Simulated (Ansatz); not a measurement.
# Ga48N48: single-point calculation (part 2 of 2)

The same run, continued: Ga48N48 (Cmc2₁, 96 atoms in the cell); DFT, HSE06, PAW, plane waves (Ansatz 0.2.0); cutoff 420 eV, 1×1×1 k-mesh, Fermi–Dirac smearing of 0.01 eV. The structure was built on a prototype by a generator.

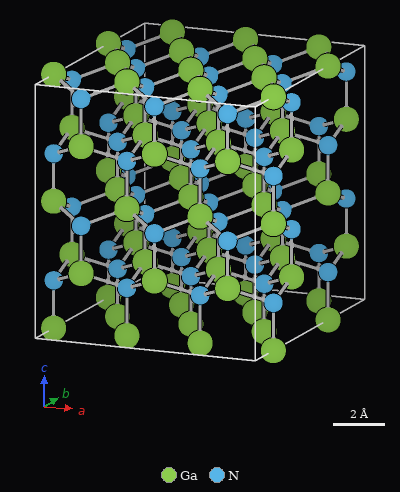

*The structure as given in the input (ball-and-stick view of the cell of the calculation, seen slightly off an axis).*

```
hybrid outer 2: dexx = +2.823e-5 eV, tail = 5.19e-7 eV, Δε = 3.93e-3 eV (about 1.02e-4 eV left of the loop's levels), ΔF = 2.56e-3 eV/Å (tail 5.69e-4)
NSCF: frozen V_eff on 1 k-points
hybrid SCF converged: 2 outer / 12 inner (+4 warm-up), last move |dexx| = 2.82e-5 eV, tail = 5.19e-7 eV
Stability not checked: this state was not tested for a lower state beside it, because the functional holds exact exchange (a hybrid, or Hartree-Fock), whose exchange loop this test does not read (fock_operator; see scf.lower_state_search)
Free energy (F): -200081.235665 eV
Harris-Foulkes:  -200081.235665 eV  (|F-HF|=1.76e-8)
Internal energy: -200081.235665 eV  (E = F + TS)
E sigma→0 (E₀):  -200081.235665 eV
Fermi energy:    10.577705 eV
--- Per-component energies (eV) ---
  E_band       = -2146.925587
  E_kinetic    = 11862.865302
  E_local      = -93683.617092  (includes V_loc(G=0)·N_el)
  E_nonlocal   = 22795.955129
  E_hartree    = 43312.952615
  E_xc         = -4972.757177
  E_vxc        = -5145.413441  (∫ρ·V_xc dr)
  E_exx        = -2978.372399  (= α·E_x^exact, valence–valence)
  E_paw        = -100125.810040  (= ΣΔE_a)
  E_vpaw       = -18645.831743  (= ΣTr[D̂ρ^β])
  E_aug_tail   = 0.002427  (compensation charges beyond the density's cutoff)
  E_ewald      = -76296.779211
  E_core_change = 4.324771  (= ΣΔE_core)
  E_smearing   = -0.000000  (= −TS)
  E_closure    = 0.000012  (closes the sum)
  Σ components = -200081.235665   (vs F -200081.235665, Δ=0.00e0)
--- Forces (eV/Å), atoms counted from 1 ---
  atom   1  Ga    -0.00000000    -0.03033751    -0.01968290
  atom   2  Ga     0.00000000    -0.03033751    -0.01968290
  atom   3  Ga     0.00000000    -0.03033751    -0.01968290
  atom   4  Ga    -0.00000000    -0.03033751    -0.01968290
  atom   5  Ga     0.00000000    -0.03033751    -0.01968290
  atom   6  Ga     0.00000000    -0.03033751    -0.01968290
  atom   7  Ga     0.00000000    -0.03033751    -0.01968290
  atom   8  Ga     0.00000000    -0.03033751    -0.01968290
  atom   9  Ga    -0.00000000    -0.03033751    -0.01968290
  atom  10  Ga    -0.00000000    -0.03033751    -0.01968290
  atom  11  Ga     0.00000000    -0.03033751    -0.01968290
  atom  12  Ga    -0.00000000    -0.03033751    -0.01968290
  atom  13  Ga    -0.00000000    -0.03033751    -0.01968290
  atom  14  Ga     0.00000000    -0.03033751    -0.01968290
  atom  15  Ga    -0.00000000    -0.03033751    -0.01968290
  atom  16  Ga     0.00000000    -0.03033751    -0.01968290
  atom  17  Ga     0.00000000    -0.03033751    -0.01968290
  atom  18  Ga     0.00000000    -0.03033751    -0.01968290
  atom  19  Ga    -0.00000000    -0.03033751    -0.01968290
  atom  20  Ga     0.00000000    -0.03033751    -0.01968290
  atom  21  Ga    -0.00000000    -0.03033751    -0.01968290
  atom  22  Ga    -0.00000000    -0.03033751    -0.01968290
  atom  23  Ga     0.00000000    -0.03033751    -0.01968290
  atom  24  Ga     0.00000000    -0.03033751    -0.01968290
  atom  25  Ga     0.00000000     0.03033751    -0.01968290
  atom  26  Ga    -0.00000000     0.03033751    -0.01968290
  atom  27  Ga     0.00000000     0.03033751    -0.01968290
  atom  28  Ga     0.00000000     0.03033751    -0.01968290
  atom  29  Ga     0.00000000     0.03033751    -0.01968290
  atom  30  Ga     0.00000000     0.03033751    -0.01968290
  atom  31  Ga    -0.00000000     0.03033751    -0.01968290
  atom  32  Ga     0.00000000     0.03033751    -0.01968290
  atom  33  Ga    -0.00000000     0.03033751    -0.01968290
  atom  34  Ga     0.00000000     0.03033751    -0.01968290
  atom  35  Ga     0.00000000     0.03033751    -0.01968290
  atom  36  Ga     0.00000000     0.03033751    -0.01968290
  atom  37  Ga    -0.00000000     0.03033751    -0.01968290
  atom  38  Ga    -0.00000000     0.03033751    -0.01968290
  atom  39  Ga    -0.00000000     0.03033751    -0.01968290
  atom  40  Ga     0.00000000     0.03033751    -0.01968290
  atom  41  Ga    -0.00000000     0.03033751    -0.01968290
  atom  42  Ga     0.00000000     0.03033751    -0.01968290
  atom  43  Ga    -0.00000000     0.03033751    -0.01968290
  atom  44  Ga     0.00000000     0.03033751    -0.01968290
  atom  45  Ga    -0.00000000     0.03033751    -0.01968290
  atom  46  Ga     0.00000000     0.03033751    -0.01968290
  atom  47  Ga    -0.00000000     0.03033751    -0.01968290
  atom  48  Ga    -0.00000000     0.03033751    -0.01968290
  atom  49  N     -0.00000000    -0.01586751     0.01966721
  atom  50  N      0.00000000    -0.01586751     0.01966721
  atom  51  N      0.00000000    -0.01586751     0.01966721
  atom  52  N      0.00000000    -0.01586751     0.01966721
  atom  53  N     -0.00000000    -0.01586751     0.01966721
  atom  54  N      0.00000000    -0.01586751     0.01966721
  atom  55  N      0.00000000    -0.01586751     0.01966721
  atom  56  N     -0.00000000    -0.01586751     0.01966721
  atom  57  N     -0.00000000    -0.01586751     0.01966721
  atom  58  N     -0.00000000    -0.01586751     0.01966721
  atom  59  N      0.00000000    -0.01586751     0.01966721
  atom  60  N      0.00000000    -0.01586751     0.01966721
  atom  61  N      0.00000000    -0.01586751     0.01966721
  atom  62  N     -0.00000000    -0.01586751     0.01966721
  atom  63  N      0.00000000    -0.01586751     0.01966721
  atom  64  N     -0.00000000    -0.01586751     0.01966721
  atom  65  N     -0.00000000    -0.01586751     0.01966721
  atom  66  N      0.00000000    -0.01586751     0.01966721
  atom  67  N      0.00000000    -0.01586751     0.01966721
  atom  68  N      0.00000000    -0.01586751     0.01966721
  atom  69  N     -0.00000000    -0.01586751     0.01966721
  atom  70  N      0.00000000    -0.01586751     0.01966721
  atom  71  N     -0.00000000    -0.01586751     0.01966721
  atom  72  N      0.00000000    -0.01586751     0.01966721
  atom  73  N      0.00000000     0.01586751     0.01966721
  atom  74  N     -0.00000000     0.01586751     0.01966721
  atom  75  N     -0.00000000     0.01586751     0.01966721
  atom  76  N      0.00000000     0.01586751     0.01966721
  atom  77  N      0.00000000     0.01586751     0.01966721
  atom  78  N      0.00000000     0.01586751     0.01966721
  atom  79  N      0.00000000     0.01586751     0.01966721
  atom  80  N      0.00000000     0.01586751     0.01966721
  atom  81  N     -0.00000000     0.01586751     0.01966721
  atom  82  N     -0.00000000     0.01586751     0.01966721
  atom  83  N     -0.00000000     0.01586751     0.01966721
  atom  84  N     -0.00000000     0.01586751     0.01966721
  atom  85  N     -0.00000000     0.01586751     0.01966721
  atom  86  N      0.00000000     0.01586751     0.01966721
  atom  87  N     -0.00000000     0.01586751     0.01966721
  atom  88  N     -0.00000000     0.01586751     0.01966721
  atom  89  N      0.00000000     0.01586751     0.01966721
  atom  90  N      0.00000000     0.01586751     0.01966721
  atom  91  N     -0.00000000     0.01586751     0.01966721
  atom  92  N     -0.00000000     0.01586751     0.01966721
  atom  93  N     -0.00000000     0.01586751     0.01966721
  atom  94  N      0.00000000     0.01586751     0.01966721
  atom  95  N      0.00000000     0.01586751     0.01966721
  atom  96  N      0.00000000     0.01586751     0.01966721
  max |Σ_I F_I| component: 7.53e-4 eV/Å
--- Band table (eV) ---
  k-point 0: bands = ["-8.5603", "-8.1735", "-8.1735", "-8.1305", "-8.1305", "-8.1004", "-8.1004", "-8.0123", "-8.0123", "-8.0123", ... 318 levels left out ..., "4.0177", "4.0177", "4.0177", "4.3745", "4.3745", "4.3745", "4.3745", "4.4201", "4.4340", "4.4340", "4.4340", "4.4340", "4.6205", "4.6205", "4.6406", "4.6406", "4.8226", "4.8226", "5.0084", "5.0084", "5.7457", "5.7457", "5.7539", "5.7539", "5.8823", "5.8823", "5.8837", "5.8837", "5.8837",
      "5.8837", "5.9951", "5.9951", "6.0525", "6.4279", "6.4279", "6.4930", "6.4930", "6.4930", "6.4930", "6.4930", "6.4930", "6.4930", "6.4930", "6.5812", "6.6495", "6.6495", "6.6495", "6.6495", "6.7117", "6.7117", "6.7117", "6.7117", "6.8582", "6.8582", "6.9056", "6.9056", "6.9126", "6.9126", "7.0413", "7.0413", "7.0413", "7.0413", "7.0437", "7.0437", "7.0437", "7.0437", "7.0437", "7.0437", "7.0437",
      "7.0437", "7.2729", "7.2729", "7.2729", "7.2729", "7.3642", "7.3642", "7.3642", "7.3642", "7.5981", "7.5981", "7.5981", "7.5981", "7.7432", "7.7432", "7.7432", "7.7432", "7.8146", "7.8435", "7.8435", "7.8677", "7.9112", "8.0139", "8.0139", "8.1934", "8.1934", "8.3650", "8.3650", "8.4032", "8.4032", "8.4422", "8.4422", "8.9195", "8.9480", "8.9658", "12.1880", "14.6620", "14.6620", "14.6653", "14.6653",
      "14.6789", "14.6789", "14.7219", "15.2347", "15.2347", "15.2347", "15.2347", "15.2347", "15.2347", "15.2347", "15.2347", "15.2554", "15.2554", "15.3379", "15.3379", "15.4766", "15.6392", "15.6392", "15.6392", "15.6392", "15.6907", "15.6907", "15.6907", "15.6907", "16.0220", "16.0220", "16.0220", "16.0220", "16.0499", "16.4219", "16.4268", "16.4268", "16.4268", "16.4268", "16.5455", "16.5455", "16.6115", "16.6115", "16.6115", "16.6115",
      "16.8380", "16.8380", "16.8380", "16.8380", "17.4377", "17.4377", "17.6593", "17.6593", "17.6593", "17.6593", "17.6624", "17.6624", "17.8431", "17.8431", "18.0837", "18.0837", "18.2578", "18.2578", "18.2578", "18.2578", "18.2877", "18.2877", "18.2877", "18.2877", "18.3836", "18.3836", "18.4916", "18.4916", "18.4916", "18.4916", "18.4916", "18.4916", "18.4916", "18.4916", "18.6055", "18.6055", "18.6083", "18.6083", "18.9318", "18.9318",
      "19.0386", "19.0386", "19.0932", "19.0932", "19.1999", "19.1999", "19.1999", "19.1999", "19.4144", "19.9278", "19.9278"]
--- Löwdin populations: 96 sites ---
  site symbol       q [e]
     0     Ga     12.1651
     1     Ga     12.1651
     2     Ga     12.1651
     3     Ga     12.1651
     4     Ga     12.1651
     5     Ga     12.1651
     6     Ga     12.1651
     7     Ga     12.1651
     8     Ga     12.1651
     9     Ga     12.1651
    10     Ga     12.1651
    11     Ga     12.1651
    12     Ga     12.1651
    13     Ga     12.1651
    14     Ga     12.1651
    15     Ga     12.1651
    16     Ga     12.1651
    17     Ga     12.1651
    18     Ga     12.1651
    19     Ga     12.1651
    20     Ga     12.1651
    21     Ga     12.1651
    22     Ga     12.1651
    23     Ga     12.1651
    24     Ga     12.1651
    25     Ga     12.1651
    26     Ga     12.1651
    27     Ga     12.1651
    28     Ga     12.1651
    29     Ga     12.1651
    30     Ga     12.1651
    31     Ga     12.1651
    32     Ga     12.1651
    33     Ga     12.1651
    34     Ga     12.1651
    35     Ga     12.1651
    36     Ga     12.1651
    37     Ga     12.1651
    38     Ga     12.1651
    39     Ga     12.1651
    40     Ga     12.1651
    41     Ga     12.1651
    42     Ga     12.1651
    43     Ga     12.1651
    44     Ga     12.1651
    45     Ga     12.1651
    46     Ga     12.1651
    47     Ga     12.1651
    48      N      5.7931
    49      N      5.7931
    50      N      5.7931
    51      N      5.7931
    52      N      5.7931
    53      N      5.7931
    54      N      5.7931
    55      N      5.7931
    56      N      5.7931
    57      N      5.7931
    58      N      5.7931
    59      N      5.7931
    60      N      5.7931
    61      N      5.7931
    62      N      5.7931
    63      N      5.7931
    64      N      5.7931
    65      N      5.7931
    66      N      5.7931
    67      N      5.7931
    68      N      5.7931
    69      N      5.7931
    70      N      5.7931
    71      N      5.7931
    72      N      5.7931
    73      N      5.7931
    74      N      5.7931
    75      N      5.7931
    76      N      5.7931
    77      N      5.7931
    78      N      5.7931
    79      N      5.7931
    80      N      5.7931
    81      N      5.7931
    82      N      5.7931
    83      N      5.7931
    84      N      5.7931
    85      N      5.7931
    86      N      5.7931
    87      N      5.7931
    88      N      5.7931
    89      N      5.7931
    90      N      5.7931
    91      N      5.7931
    92      N      5.7931
    93      N      5.7931
    94      N      5.7931
    95      N      5.7931
  spilling = 0.002323 (of n_electrons = 864.000000)
```

## Results in brief

```csv
quantity,value
outcome,converged
space group (tolerance 0.01 Å),Cmc2₁ (36)
electrons treated,864
free energy,−200081.2357 eV
Fermi energy,10.578 eV
largest force (length of the vector),0.036 eV/Å
hardware,"8 CPU threads, shared host"
wall time,52 s (CPU time 3.4 min)
peak memory,5.1 GiB
```

## Remarks

Warnings of the run: the structure was made exactly symmetric. The k-point mesh is coarse for a cell of this size, so the results may not be converged.
